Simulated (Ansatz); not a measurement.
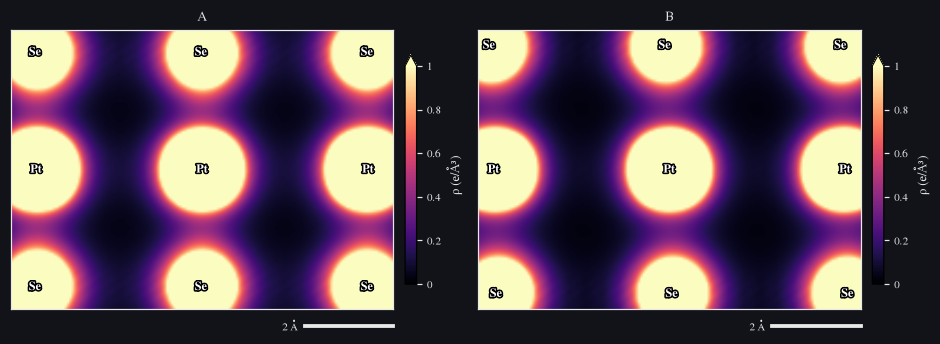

PtSe. The valence charge density (pseudo) of two cells that differ in size and shape, on the (011̄) plane of each (indices in the axes of the calculation cell), at one length scale and on one colour scale: B has 21.9 Å³ an atom and A 18.5.

A generated structure, not necessarily the stable one; built by placing these elements on a known structure type.

All numbers below come from Ansatz 0.2.0, Kohn-Sham DFT of a periodic cell, PBE, Ansatz PAW.

The larger cell:

```yaml
crystal:
  lattice:
    - [-0.05597, 2.79841, 2.79841]
    - [2.79841, -0.05597, 2.79841]
    - [2.74244, 2.74244, 0.00000]
  atoms:
    - { symbol: Pt, position: [0.50000, 0.50000, 0.50000] }
    - { symbol: Se, position: [0.00000, 0.00000, 0.00000] }
```

The smaller cell: a = 3.738 Å, b = 3.738 Å, c = 3.738 Å, α = 60.00°, β = 60.00°, γ = 60.00°.

**What changes from the larger cell to the smaller?**

From the larger cell to the smaller, Pt–Se goes from 2.80 to 2.64 Å, and the density at its midpoint from 0.33 to 0.43 e/Å³; the pressure goes from −15 to 0.0 GPa.
